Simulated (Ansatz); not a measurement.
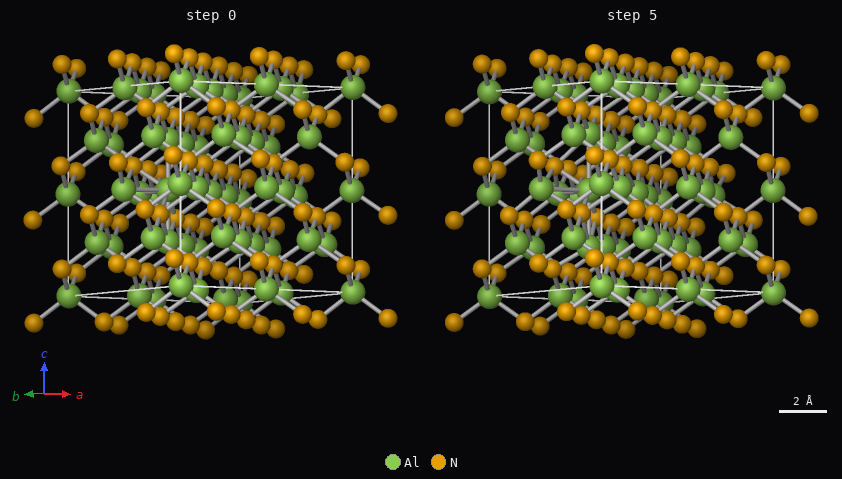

The structure of a defect cell of composition Al₃₃N₃₂ before (left) and after (right) a relaxation, at one scale.

A ball-and-stick model of the cell of the calculation (origin shifted), seen from a free direction.

Level of theory: Ansatz, DFT, PBEsol, PAW, plane waves. Settings: plane-wave cutoff 420 eV; k-point mesh 1 × 1 × 1; mesh shifted by (0.25, 0.25, 0.25); collinear spin; atoms relaxed in a fixed cell; force threshold 0.03 eV/Å; at most 80 steps.

> What changed between the two?

The energy falls by 4.196 eV per cell of the calculation in 5 geometry steps. Largest force component: 5.9 eV/Å at the start, 0.0087 eV/Å at the end. The atom that moves furthest is an Al atom (0.25 Å roughly along +a). Largest moves by element: Al 0.25 Å, N 0.12 Å. The cell doesn't change. Some distances before and after: Al–Al 2.156 → 2.420 Å, Al–Al 2.212 → 2.427 Å, Al–Al 2.254 → 2.428 Å, Al–N 1.873 → 2.025 Å. Bond angles that change, for instance: N–Al–N 112.2° → 95.4°, N–Al–N 109.8° → 95.1°, N–Al–N 109.0° → 95.4°. The program noted that the starting moments weren't kept. Cost: 5 s on 1 × NVIDIA GB200 with 8 threads of Arm Neoverse-V2, peak memory 1.7 GiB.
